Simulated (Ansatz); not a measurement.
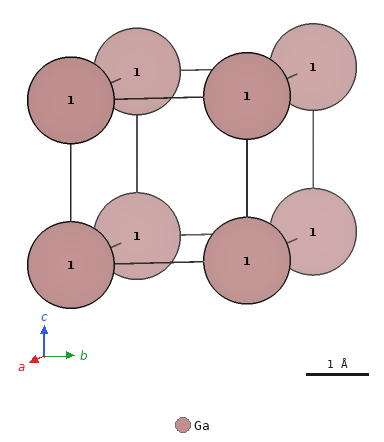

*The starting structure (spheres-only view of the cell of the calculation, seen slightly off an axis; atoms are numbered from 1 in the order of the input).*

# Ga: geometry relaxation

System: Ga (P6/mmm, 1 atom in the cell).
Method: DFT, PBE, PAW with Ansatz's default frozen-core files, scalar-relativistic, no spin polarisation (Ansatz 0.2.0).

The structure was built on a prototype by a generator; it need not be a known phase. Its volume is 1.02 times that of the source entry. It belongs to a series of runs on one base structure; here: simple_hexagonal relaxed under pressure, PAW files. Figures and captions count atoms from 1; the log counts them from 0 in places.

### Input
```yaml
crystal:
  lattice:
    - [2.8924637635, 0.0, 0.0]
    - [-1.4462318817, 2.5049470987, 0.0]
    - [0.0, 0.0, 2.7189159377]
  atoms:
    - { symbol: Ga, position: [0.0, 0.0, 0.0] }
kpoints:
  mp_grid: { grid: [15, 15, 14] }
scf:
  occupations: { method: fermi_dirac, width: 0.08 }
hamiltonian:
  xc: pbe
  pseudopotentials: { kind: paw }
output:
  forces: true
  stress: true
  eigenvalues: true
  write_density: true
  write_potential: true
  elf: true
  volumetric_format: npy
relax:
  f_tol: 0.005
  max_steps: 40
  cell: { p_target: 0.71, stress_tol: 0.03 }
```

Command:
```bash
ansatz run input.yaml --threads 1 --pin off --max-ram 3584MiB --backend cpu --events-out ev --progress --plain --runs-dir out
```

### Log
```
Engine: ansatz 0.2.0, aarch64-unknown-linux-gnu
Pseudopotentials: kind: paw
Pseudopotential: Ga, paw, valence charge 13, recommended cutoff 420 eV (normal), Ga.paw.azcp
Functional definition: PBE
  parameter kappa = 0.804
  parameter beta = 0.06672455060314922
  exchange = pbe_x(kappa = kappa, mu = beta*pi^2/3)
  correlation = pbe_c(beta = beta)
Crystal: 1 atoms, lattice volume = 19.700 Å³
Basis set: ecut = 420 eV, 393 PW (Γ), exchange–correlation on 40×40×40 points (8 copies of the dense FFT grid, shifted against one another)
Bands: 11, of which v1, the nominal top of the filled ones, is band 7 counted from 1 (6 counted from 0)
Symmetry: 24 space group operations
Space group: P6/mmm (ITA 191), of the structure as read, at distance tolerance 2.7e-5 Å
k-points: 216 of 3150
Non-local potential: Ga, projectors of the file, l = 0: 2, l = 1: 2, l = 2: 3, l = 3: 1
PAW form: soft (Blöchl's): semilocal exchange-correlation on the pseudo side does not see the compensation charge
PAW one-centre angular grid: Ga, 590 points (default); XC on 64 Gauss nodes
Initial density: superposition of atomic densities (neutral atoms: chi_scale 0, normalization atom), corrected by the library's trained network
Initial wavefunctions: pseudopotential atomic-orbital guess
Functional: x = pbe(κ = 0.804, μ = 0.2195149727645171), c = pbe(β = 0.06672455060314922)
SCF iter   1: F=—  HF=-3782.977978 eV  |F-HF|=—  |Δ(HF+E_count)|=         —  Δρ=1.27e-3  dr2=3.74e-4  ethr=1.77e-3  ⟨swp⟩=5.1  Hψ=14205  notcnv=0
preconditioner: auto → none  [metal: Δε(μ)=0.026 eV  Ē_g=21.358 eV  σ=0.080 eV  W_gap=0.08  n_scr=8 (ndim 8)  ℏωp=30.2 eV  f_vac=0.000  D(μ)=0.44/eV (n_scr^D=0)  sad-step TF]
SCF iter   2: F=—  HF=-3782.977750 eV  |F-HF|=—  |Δ(HF+E_count)|=   2.28e-4  Δρ=8.47e-4  dr2=1.43e-4  ethr=2.88e-6  ⟨swp⟩=1.2  Hψ=4197  notcnv=0
SCF iter   3: F=—  HF=-3782.977755 eV  |F-HF|=—  |Δ(HF+E_count)|=   4.77e-6  Δρ=4.95e-4  dr2=3.23e-5  ethr=1.10e-6  ⟨swp⟩=2.0  Hψ=3729  notcnv=0  defer=1
SCF iter   4: F=—  HF=-3782.977723 eV  |F-HF|=—  |Δ(HF+E_count)|=   3.19e-5  Δρ=1.12e-4  dr2=1.95e-6  ethr=2.49e-7  ⟨swp⟩=2.0  Hψ=3443  notcnv=0
iter 5 did not close the SCF: its close was put off for the readings that it lacked (scf_convergence_deferred on its scf_iter line)
SCF iter   5: F=-3782.977721 eV  HF=-3782.977721 eV  |F-HF|=8.83e-9  |Δ(HF+E_count)|=   1.37e-6  Δρ=1.64e-5  dr2=4.09e-8  ethr=1.50e-8  ⟨swp⟩=2.0  Hψ=3513  notcnv=0
SCF iter   6: F=-3782.977721 eV  HF=-3782.977721 eV  |F-HF|=9.49e-9  |Δ(HF+E_count)|=   2.94e-8  Δρ=6.72e-6  dr2=6.15e-9  ethr=3.15e-10  ⟨swp⟩=4.7  Hψ=11897  notcnv=0
SCF 1 converged in 6 iterations: F = -3782.977721 eV  dr2 = 6.15e-9
  greatest PAW one-centre occupation: 0.994 electrons in one spin orbital (limit 2), on the Ga atom at site 0 (counted from 0), in its partial waves of l = 2
relax step   1: F+E_penalty+E_count = -3782.97772127 eV  Δ(F+E_penalty+E_count) = +0.000e0 eV  max|allowed force component| = 0.000e0 eV/Å  Δτ_max = 0.0000 Å  P = -0.641 GPa  Ω = 19.700 Å³  (6 SCF iters, dr2 threshold 1.00e-7 eV, accepted)
Crystal: 1 atoms, lattice volume = 19.155 Å³
Initial density: handed on by an earlier stage of this run
Initial wavefunctions: those handed on with the density
iter 1 solved again at ethr=1.01e-6 eV; its pass at ethr=3.10e-3 eV (dr2=1.31e-4 eV) is discarded
SCF iter   1: F=—  HF=-3782.978015 eV  |F-HF|=—  |Δ(HF+E_count)|=         —  Δρ=8.80e-4  dr2=1.44e-4  ethr=1.01e-6  ⟨swp⟩=2.0  Hψ=18965  notcnv=0
preconditioner: auto → none  [metal: Δε(μ)=0.017 eV  Ē_g=21.519 eV  σ=0.080 eV  W_gap=0.05  n_scr=8 (ndim 8)  ℏωp=30.6 eV  f_vac=0.000  D(μ)=0.44/eV (n_scr^D=0)]
SCF iter   2: F=—  HF=-3782.977973 eV  |F-HF|=—  |Δ(HF+E_count)|=   4.18e-5  Δρ=4.63e-4  dr2=1.69e-5  ethr=1.01e-6  ⟨swp⟩=2.3  Hψ=3734  notcnv=0
SCF iter   3: F=—  HF=-3782.977969 eV  |F-HF|=—  |Δ(HF+E_count)|=   3.81e-6  Δρ=1.72e-4  dr2=3.67e-6  ethr=1.30e-7  ⟨swp⟩=2.0  Hψ=3455  notcnv=0
SCF iter   4: F=-3782.977969 eV  HF=-3782.977969 eV  |F-HF|=3.12e-8  |Δ(HF+E_count)|=   1.26e-7  Δρ=3.34e-5  dr2=8.90e-8  ethr=7.69e-10  ⟨swp⟩=5.6  Hψ=14278  notcnv=0
SCF 2 converged in 4 iterations: F = -3782.977969 eV  dr2 = 8.90e-8
relax step   2: F+E_penalty+E_count = -3782.97796920 eV  Δ(F+E_penalty+E_count) = -2.479e-4 eV  max|allowed force component| = 0.000e0 eV/Å  Δτ_max = 0.0000 Å  P = +0.648 GPa  Ω = 19.155 Å³  energy of the carried Pulay correction = +1.592e-4 eV  (4 SCF iters, dr2 threshold 1.00e-7 eV, accepted)
Crystal: 1 atoms, lattice volume = 19.132 Å³
iter 1 solved again at ethr=9.11e-9 eV; its pass at ethr=3.10e-3 eV (dr2=1.18e-6 eV) is discarded
SCF iter   1: F=—  HF=-3782.977884 eV  |F-HF|=—  |Δ(HF+E_count)|=         —  Δρ=8.42e-5  dr2=1.44e-6  ethr=9.11e-9  ⟨swp⟩=2.3  Hψ=18129  notcnv=0
preconditioner: auto → none  [metal: Δε(μ)=0.013 eV  Ē_g=21.547 eV  σ=0.080 eV  W_gap=0.04  n_scr=8 (ndim 8)  ℏωp=30.6 eV  f_vac=0.000  D(μ)=0.44/eV (n_scr^D=0)]
SCF iter   2: F=—  HF=-3782.977884 eV  |F-HF|=—  |Δ(HF+E_count)|=   3.86e-7  Δρ=4.00e-5  dr2=1.96e-7  ethr=9.11e-9  ⟨swp⟩=2.0  Hψ=3446  notcnv=0
SCF iter   3: F=-3782.977884 eV  HF=-3782.977884 eV  |F-HF|=2.69e-8  |Δ(HF+E_count)|=   4.67e-9  Δρ=8.37e-6  dr2=1.06e-8  ethr=4.16e-10  ⟨swp⟩=7.1  Hψ=11676  notcnv=0
SCF 3 converged in 3 iterations: F = -3782.977884 eV  dr2 = 1.06e-8
relax step   3: F+E_penalty+E_count = -3782.97788373 eV  Δ(F+E_penalty+E_count) = +8.547e-5 eV  max|allowed force component| = 0.000e0 eV/Å  Δτ_max = 0.0000 Å  P = +0.709 GPa  Ω = 19.132 Å³  energy of the carried Pulay correction = +1.657e-4 eV  (3 SCF iters, dr2 threshold 5.40e-8 eV, accepted)
iter 1 solved again at ethr=1.92e-9 eV; its pass at ethr=3.10e-3 eV (dr2=2.50e-7 eV) is discarded
SCF iter   1: F=—  HF=-3782.977884 eV  |F-HF|=—  |Δ(HF+E_count)|=         —  Δρ=3.43e-5  dr2=3.14e-7  ethr=1.92e-9  ⟨swp⟩=2.2  Hψ=17920  notcnv=0
preconditioner: auto → none  [metal: Δε(μ)=0.012 eV  Ē_g=21.548 eV  σ=0.080 eV  W_gap=0.04  n_scr=8 (ndim 8)  ℏωp=30.6 eV  f_vac=0.000  D(μ)=0.44/eV (n_scr^D=0)]
SCF iter   2: F=—  HF=-3782.977884 eV  |F-HF|=—  |Δ(HF+E_count)|=   1.43e-7  Δρ=1.29e-5  dr2=3.65e-8  ethr=1.92e-9  ⟨swp⟩=2.4  Hψ=3809  notcnv=0
SCF iter   3: F=—  HF=-3782.977884 eV  |F-HF|=—  |Δ(HF+E_count)|=   8.51e-9  Δρ=4.17e-6  dr2=2.07e-9  ethr=2.02e-11  ⟨swp⟩=4.8  Hψ=11578  notcnv=0
SCF iter   4: F=-3782.977884 eV  HF=-3782.977884 eV  |F-HF|=3.27e-11  |Δ(HF+E_count)|=   2.07e-9  Δρ=1.02e-6  dr2=7.00e-11  ethr=1.59e-11  ⟨swp⟩=5.7  Hψ=9695  notcnv=0
SCF 4 converged in 4 iterations: F = -3782.977884 eV  dr2 = 7.00e-11
relax step   4: F+E_penalty+E_count = -3782.97788357 eV  Δ(F+E_penalty+E_count) = +1.601e-7 eV  max|allowed force component| = 0.000e0 eV/Å  Δτ_max = 0.0000 Å  P = +0.711 GPa  Ω = 19.132 Å³  energy of the carried Pulay correction = +1.657e-4 eV  (4 SCF iters, dr2 threshold 2.62e-9 eV, accepted)
Initial wavefunctions: pseudopotential atomic-orbital guess (no wavefunctions were taken with the density)
iter 1 solved again at ethr=4.47e-8 eV; its pass at ethr=3.10e-3 eV (dr2=5.81e-6 eV) is discarded
SCF iter   1: F=—  HF=-3782.977710 eV  |F-HF|=—  |Δ(HF+E_count)|=         —  Δρ=3.62e-5  dr2=9.02e-8  ethr=4.47e-8  ⟨swp⟩=2.5  Hψ=19659  notcnv=0
SCF iter   2: F=—  HF=-3782.977709 eV  |F-HF|=—  |Δ(HF+E_count)|=   8.50e-7  Δρ=3.59e-5  dr2=1.10e-7  ethr=6.94e-10  ⟨swp⟩=2.1  Hψ=3613  notcnv=0
SCF iter   3: F=—  HF=-3782.977709 eV  |F-HF|=—  |Δ(HF+E_count)|=   2.67e-8  Δρ=5.26e-6  dr2=3.56e-9  ethr=6.94e-10  ⟨swp⟩=2.0  Hψ=3782  notcnv=0
SCF iter   4: F=—  HF=-3782.977709 eV  |F-HF|=—  |Δ(HF+E_count)|=   8.65e-9  Δρ=1.40e-6  dr2=1.70e-10  ethr=2.73e-11  ⟨swp⟩=2.0  Hψ=3802  notcnv=0
SCF iter   5: F=-3782.977709 eV  HF=-3782.977709 eV  |F-HF|=4.55e-13  |Δ(HF+E_count)|=  1.12e-10  Δρ=3.23e-8  dr2=1.06e-13  ethr=1.00e-12  ⟨swp⟩=3.7  Hψ=9686  notcnv=0
SCF 5 converged in 5 iterations: F = -3782.977709 eV  dr2 = 1.06e-13
relax step   5: F+E_penalty+E_count = -3782.97770900 eV  Δ(F+E_penalty+E_count) = +1.746e-4 eV  max|allowed force component| = 0.000e0 eV/Å  Δτ_max = 0.0000 Å  P = +0.715 GPa  Ω = 19.132 Å³  stress off target by 6.35e-3 GPa  SCF on the basis re-selected at this cell (its energy is not comparable with the rows above)  (5 SCF iters)
```

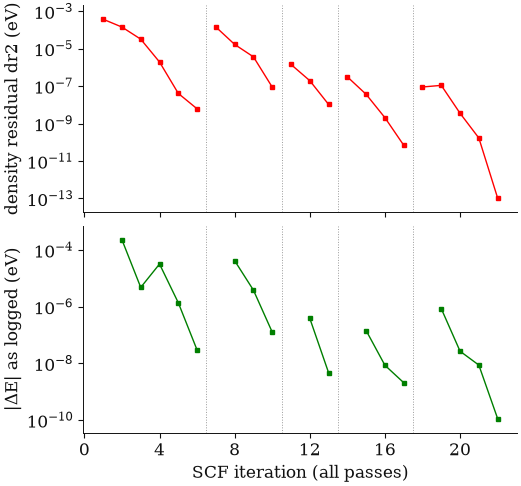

*Convergence of the self-consistent field: density residual dr2 and size of the energy change against the SCF iteration. The dotted lines part the SCF passes of the relaxation: geometry steps, rejected trials and re-solves on a re-selected basis.*

The 5 passes take 3 to 6 iterations each, 22 in all.

```
basis re-selected at this cell: Δ(F+E_penalty+E_count) = +1.746e-4 eV, ΔP = +0.004 GPa vs the last step (what re-selecting the basis moved, of the pressure what is left beyond the Pulay correction that the steps carried, after the strain that the cell walked since its last selection, with what the two solves' SCF thresholds leave and, on support functions, any second-order correction that the steps lacked; it is no measure of the basis error at this ecutwfc). This SCF's stress stands 6.35e-3 GPa from its target on what of the cell is left free (relax.cell.stress_tol is 3.00e-2 GPa) and its largest allowed force component is 0.00e0 eV/Å (relax.f_tol is 5.00e-3 eV/Å): within both
SCF converged after 5 iterations
Free energy (F): -3782.977709 eV
Harris-Foulkes:  -3782.977709 eV  (|F-HF|=4.55e-13)
Internal energy: -3782.968244 eV  (E = F + TS)
E sigma→0 (E₀):  -3782.972976 eV
Entropy (-TS):   -0.009465 eV (-9.465 meV/atom)
Fermi energy:    9.405721 eV
--- Per-component energies (eV) ---
  E_band       = -38.989620
  E_kinetic    = 114.786223
  E_local      = -1815.127056  (includes V_loc(G=0)·N_el)
  E_nonlocal   = 422.140162
  E_hartree    = 851.525653
  E_xc         = -69.390723
  E_vxc        = -58.172042  (∫ρ·V_xc dr)
  E_paw        = -1985.549482  (= ΣΔE_a)
  E_vpaw       = -405.668115  (= ΣTr[D̂ρ^β])
  E_aug_tail   = -0.000103  (compensation charges beyond the density's cutoff)
  E_ewald      = -1301.352918
  E_smearing   = -0.009465  (= −TS)
  E_closure    = 0.000000  (closes the sum)
  Σ components = -3782.977709   (vs F -3782.977709, Δ=0.00e0)
--- Forces (eV/Å), atoms counted from 1 ---
  atom   1  Ga     0.00000000    -0.00000000     0.00000000
  max |Σ_I F_I| component: 6.16e-33 eV/Å
--- Stress (GPa, compression-positive) ---
        0.716351      -0.000000      -0.000000
       -0.000000       0.716351      -0.000000
       -0.000000      -0.000000       0.711108
  P = ⅓ Tr σ = 0.7146 GPa (7.146 kbar)
--- Band table (eV; the first three rows and the last of 216) ---
  k-point 0: bands = ["-5.7399", "-5.4796", "-5.4796", "-5.2185", "-5.2185", "-1.5160", "18.3111", "20.7336", "20.7336", "21.4151", "25.2766"]
  k-point 1: bands = ["-5.7220", "-5.4782", "-5.4782", "-5.2259", "-5.2259", "-1.4109", "16.7044", "20.8466", "20.8466", "23.0610", "25.3667"]
  k-point 2: bands = ["-5.6727", "-5.4745", "-5.4745", "-5.2465", "-5.2465", "-1.0939", "14.2762", "21.1805", "21.1805", "25.2474", "25.6369"]
  k-point 215: bands = ["-5.5243", "-5.5243", "-5.3616", "-5.3616", "-5.1156", "10.5762", "10.7255", "11.2396", "11.2396", "15.8578", "15.8578"]
--- Relaxed structure (4 steps of the walk, 4 accepted, 1 SCFs on fresh bases) ---
  F+E_penalty+E_count = -3782.97770900 eV   max|allowed force component| = 0.000e0 eV/Å   (the final SCF, on the basis selected at the relaxed cell)
  cell:  # Å, volume = 19.1319 Å³
    - [2.8614903106504936, -2.8558348954583063e-11, 0.0]
    - [-1.4307451553005146, 2.4781233017206317, 0.0]
    - [0.0, 0.0, 2.6980069862654297]
  atoms:
    - { symbol: Ga, position: [0.0, 0.0, 0.0] }
```

### File rho_z.tsv
```
# z_ang	rho[e/angstrom^3]
# format = ansatz-planar-average/11
# lattice	2.861490311	-0.000000000	0.000000000
# lattice	-1.430745155	2.478123302	0.000000000
# lattice	0.000000000	0.000000000	2.698006986
# sites	1
# site	31	0.000000000	0.000000000	0.000000000
0.000000	2.490000e0
0.134900	2.108459e0
0.269801	1.335202e0
0.404701	7.258774e-1
0.539601	4.147308e-1
0.674502	2.761855e-1
0.809402	2.050288e-1
0.944302	1.627357e-1
1.079203	1.375325e-1
1.214103	1.242083e-1
1.349003	1.199439e-1
1.483904	1.242083e-1
1.618804	1.375325e-1
1.753705	1.627357e-1
1.888605	2.050288e-1
2.023505	2.761855e-1
2.158406	4.147308e-1
2.293306	7.258774e-1
2.428206	1.335202e0
2.563107	2.108459e0
```

### Trajectory as extended XYZ (Å, eV, eV/Å), 5 frames, from step=1 to step=5
```
1
Lattice="2.8925 0.0000 0.0000 -1.4462 2.5049 0.0000 0.0000 0.0000 2.7189" Properties=species:S:1:pos:R:3:forces:R:3 step=1 energy=-3782.97772 pressure_GPa=-0.64
Ga    0.0000    0.0000    0.0000    0.0000   0.0000   0.0000
1
Lattice="2.8615 0.0000 0.0000 -1.4308 2.4782 0.0000 0.0000 0.0000 2.7012" Properties=species:S:1:pos:R:3:forces:R:3 step=2 energy=-3782.97797 pressure_GPa=0.65
Ga    0.0000    0.0000    0.0000    0.0000   0.0000   0.0000
1
Lattice="2.8611 0.0000 0.0000 -1.4306 2.4778 0.0000 0.0000 0.0000 2.6988" Properties=species:S:1:pos:R:3:forces:R:3 step=3 energy=-3782.97788 pressure_GPa=0.71
Ga    0.0000    0.0000    0.0000    0.0000   0.0000   0.0000
1
Lattice="2.8615 0.0000 0.0000 -1.4307 2.4781 0.0000 0.0000 0.0000 2.6980" Properties=species:S:1:pos:R:3:forces:R:3 step=4 energy=-3782.97788 pressure_GPa=0.71
Ga    0.0000    0.0000    0.0000    0.0000   0.0000   0.0000
1
Lattice="2.8615 0.0000 0.0000 -1.4307 2.4781 0.0000 0.0000 0.0000 2.6980" Properties=species:S:1:pos:R:3:forces:R:3 step=5 energy=-3782.97771 pressure_GPa=0.71
Ga    0.0000    0.0000    0.0000    0.0000   0.0000   0.0000
```

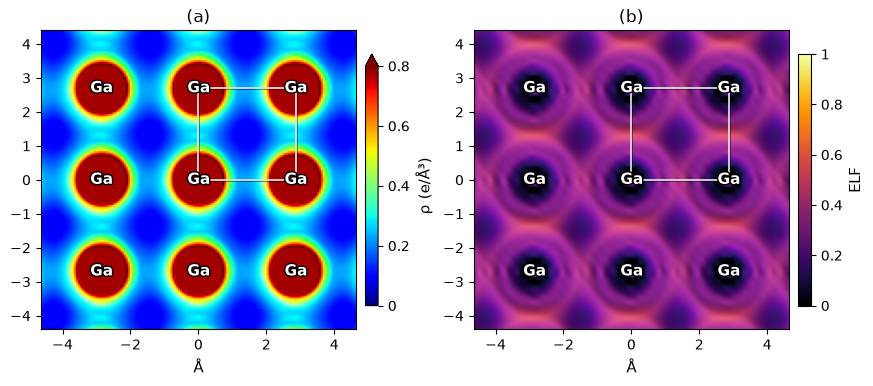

*(a) valence charge density (pseudo); (b) electron localisation function on the (010) plane of the conventional cell.*

Ga–Ga (2.70 Å): ρ is about 0.29 e/Å³ halfway, with its minimum of 0.25 e/Å³ about 1.2 Å from Ga; the ELF is about 0.50 at the midpoint, which marks nearly free electrons, as in a simple metal. Ga–Ga (2.86 Å): ρ at the midpoint is about 0.2 e/Å³; the ELF is about 0.35 at the midpoint, as expected for metallic bonding. Away from the nuclei the density in this plane falls to 0.08 e/Å³ at its lowest. The strong features right at Ga lie inside the PAW spheres (semicore, d or f shells) and say nothing about bonding. The fields are those of the smooth PAW valence density.

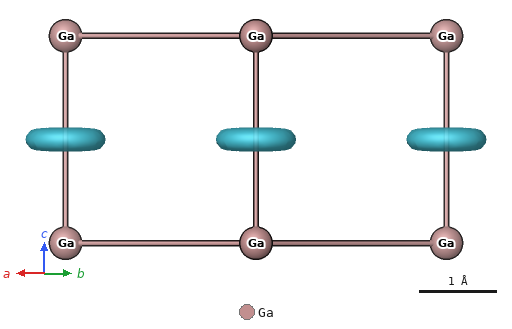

*Isosurface of the electron localisation function at 0.45 (cyan), seen along [110]. Only the valence region is drawn (cores and ρ < 0.01 e/Å³ removed). Sticks mark near contacts. The outline is the cell set on symmetry axes.*

Along the contacts the grid gives the following. Ga–Ga (2.70 Å): the ELF is about 0.50 at the midpoint, which marks nearly free electrons, as in a simple metal. Ga–Ga (2.86 Å): the ELF is about 0.40 at the midpoint, as expected for nearly free electrons, as in a simple metal.

### Summary

```tsv
quantity	value
outcome	converged
space group (tolerance 0.01 Å)	P6/mmm (191)
electrons treated	13
free energy	−3782.9777 eV
Fermi energy	9.406 eV
pressure	0.71 GPa
final volume	19.13 Å³
largest force (length of the vector) at the end	under 0.001 eV/Å
final cell	a = 2.861 Å, b = 2.861 Å, c = 2.698 Å, α = 90.00°, β = 90.00°, γ = 120.00°
hardware	1 thread of Arm Neoverse V1, 24 GiB of memory available, shared host
wall time	17 s
peak memory	0.34 GiB
```
